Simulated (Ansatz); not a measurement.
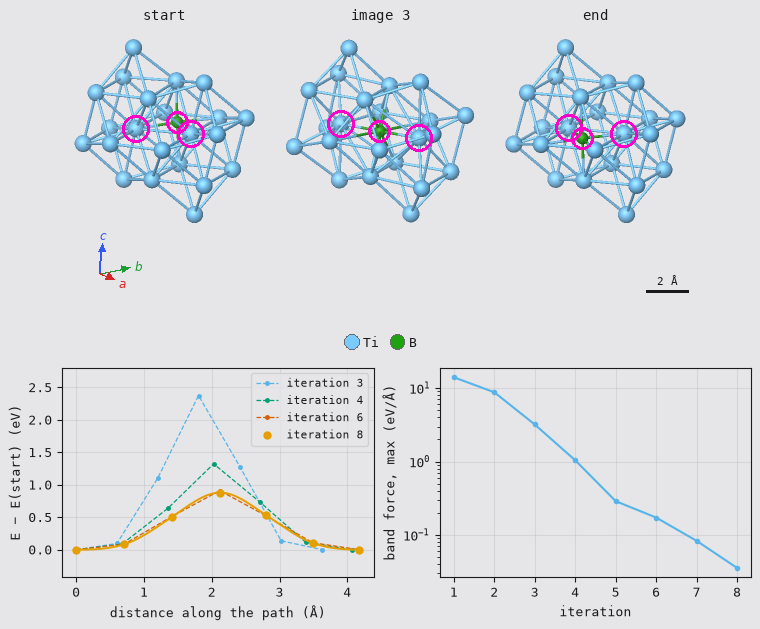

NEB run on a defect cell of composition Ti18B (19 atoms in the cell). Images are numbered from 0 (start) to 6 (end). The plot follows the band through its iterations. The picture is a ball-and-stick view of the atoms within 4.4 Å of the middle of the path, seen slightly off an axis. The atoms that move most are ringed. Bonds to atoms that aren't drawn are left out.

The calculation used Ansatz, DFT PBEsol, scalar-relativistic, plane waves, PAW. Set-up: plane-wave cutoff 420 eV; k-point mesh 4 × 4 × 4; Gaussian smearing 0.1 eV; 5 movable images; climbing image.

Q: How did the profile develop, and is the result final?

A: The run is converged, with reservations. The band converged in 8 iterations. The largest component of the band force went from 14 to 0.036 eV/Å. The climbing image converged on the top of the path. Its curvatures weren't checked. The first iteration put the highest image at 8.82 eV. The barrier is about 0.88 eV in both directions, with image 3 at the top; the ends have the same energy.

Limits of the set-up: the periodic images lie only 6.8 Å apart, so the values are limited by the cell's size.
